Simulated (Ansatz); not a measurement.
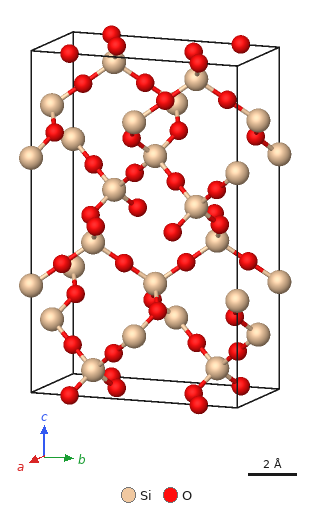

Starting structure of solid SiO$_{2}$ (set up in Fddd). The picture is a ball-and-stick view of the conventional cell (4 times the calculation's cell), seen slightly off an axis. Lengths and directions refer to the drawn axes.

Method: DFT PBE, scalar-relativistic, plane waves, PAW in Ansatz.

Input
```yaml
crystal:
  lattice:
    - [0.0, 4.71625711, 7.3627753715]
    - [2.3595806657, 0.0, 7.3627753715]
    - [2.3595806657, 4.71625711, 0.0]
  atoms:
    - { symbol: Si, position: [0.56323108, 0.56323108, 0.93676892] }
    - { symbol: Si, position: [0.31323108, 0.31323108, 0.68676892] }
    - { symbol: Si, position: [0.68676892, 0.68676892, 0.31323108] }
    - { symbol: Si, position: [0.93676892, 0.93676892, 0.56323108] }
    - { symbol: O, position: [0.625, 0.125, 0.625] }
    - { symbol: O, position: [0.625, 0.625, 0.125] }
    - { symbol: O, position: [0.625, 0.625, 0.625] }
    - { symbol: O, position: [0.125, 0.625, 0.625] }
    - { symbol: O, position: [0.1865604, 0.8134396, 0.1865604] }
    - { symbol: O, position: [0.8134396, 0.1865604, 0.8134396] }
    - { symbol: O, position: [0.4365604, 0.0634396, 0.4365604] }
    - { symbol: O, position: [0.0634396, 0.4365604, 0.0634396] }
basis:
  ecutwfc: 420
kpoints:
  mp_grid: { grid: [6, 6, 6] }
hamiltonian:
  xc: pbe
scf:
  occupations: { method: gaussian, width: 0.02 }
output:
  forces: true
  stress: true
  eigenvalues: true
  write_density: true
  write_potential: true
  elf: true
  volumetric_format: npy
relax:
  adjacent_minimum: "off"
  f_tol: 0.005
  max_steps: 80
  cell: { stress_tol: 0.05 }
```

Launched with:
```bash
ansatz run input.yaml --threads 2 --pin off --max-ram 5120MiB --backend cpu --events-out ev --progress --plain --runs-dir out
```

What does the optimiser find from here?

Over 5 accepted moves (7 points after the start) the energy falls by 5.8 meV per atom. The largest force component goes from 0.37 to 0.00017 eV/Å. Pressure: 4.99 GPa at the start and 0.01 GPa at the end. At 2 points the geometry stayed and the basis and grid were re-selected for the new cell (energy shift of 1.4 meV per atom at most each time). The atoms keep their places relative to the cell (all moves are under 0.005 Å). The drawn cell changes as follows: a 4.719 → 4.759 Å (+0.8 %), b 9.433 → 9.522 Å (+0.9 %), c 14.726 → 14.855 Å (+0.9 %); the volume changes by +2.7 %. Among the contacts that change: Si1–O6 1.602 → 1.617 Å, Si1–O10 1.618 → 1.632 Å. The space group stays Fddd (No. 70). Cost: 99 s on 2 threads of Arm Neoverse V1, with other jobs on the host, peak memory 0.62 GiB.

Step by step:

```json
{"step": "0", "E − E(0), meV/atom": "0.00", "largest force component, eV/Å": "0.3661", "pressure, GPa": "4.99", "volume, Å³/atom": "13.656", "note": ""}
{"step": "1", "E − E(0), meV/atom": "-3.45", "largest force component, eV/Å": "0.2128", "pressure, GPa": "2.54", "volume, Å³/atom": "13.834", "note": ""}
{"step": "2", "E − E(0), meV/atom": "-4.33", "largest force component, eV/Å": "0.0468", "pressure, GPa": "0.09", "volume, Å³/atom": "14.016", "note": ""}
{"step": "3", "E − E(0), meV/atom": "-4.42", "largest force component, eV/Å": "0.0523", "pressure, GPa": "0.01", "volume, Å³/atom": "14.000", "note": ""}
{"step": "4", "E − E(0), meV/atom": "-4.41", "largest force component, eV/Å": "0.0001", "pressure, GPa": "0.00", "volume, Å³/atom": "14.004", "note": ""}
{"step": "5", "E − E(0), meV/atom": "-5.81", "largest force component, eV/Å": "0.0001", "pressure, GPa": "0.18", "volume, Å³/atom": "14.004", "note": "same geometry, new basis"}
{"step": "6", "E − E(0), meV/atom": "-5.76", "largest force component, eV/Å": "0.0002", "pressure, GPa": "0.01", "volume, Å³/atom": "14.023", "note": ""}
{"step": "7", "E − E(0), meV/atom": "-5.83", "largest force component, eV/Å": "0.0002", "pressure, GPa": "0.01", "volume, Å³/atom": "14.023", "note": "same geometry, new basis"}
```

The end point in the same view:

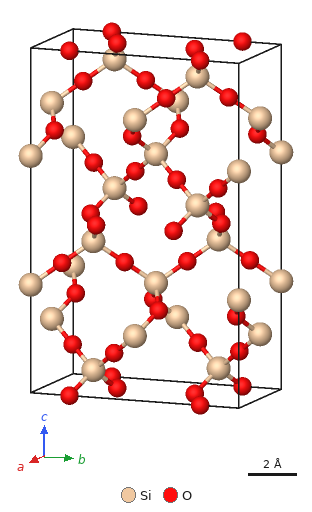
